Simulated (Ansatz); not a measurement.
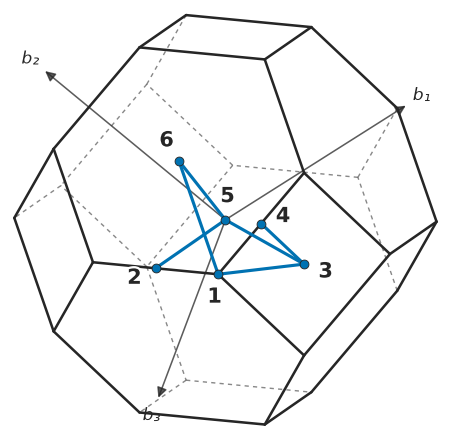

The first Brillouin zone of a face-centred cubic lattice (cF; extended symbol cF2) is drawn with its special points numbered. Crystal: Pb, the input geometry of an electronic-structure calculation (not necessarily at equilibrium). Geometry calculated from the standardised cell; symmetry tolerance 0.002 Å.

a = 6.878 Å, b = 6.878 Å, c = 6.878 Å, α = 90.00°, β = 90.00°, γ = 90.00°.

Labels and path follow the convention of Hinuma et al. (2017), as computed by seekpath; the arrows show the directions of the reciprocal primitive vectors b₁, b₂, b₃, in which coordinates are given.

Question: Which special point is each number?

Answer:
```json
{"no.": "1", "label": "W", "coordinates": "(1/2, 1/4, 3/4)"}
{"no.": "2", "label": "K", "coordinates": "(3/8, 3/8, 3/4)"}
{"no.": "3", "label": "X", "coordinates": "(1/2, 0, 1/2)"}
{"no.": "4", "label": "U", "coordinates": "(5/8, 1/4, 5/8)"}
{"no.": "5", "label": "Γ", "coordinates": "(0, 0, 0)"}
{"no.": "6", "label": "L", "coordinates": "(1/2, 1/2, 1/2)"}
```
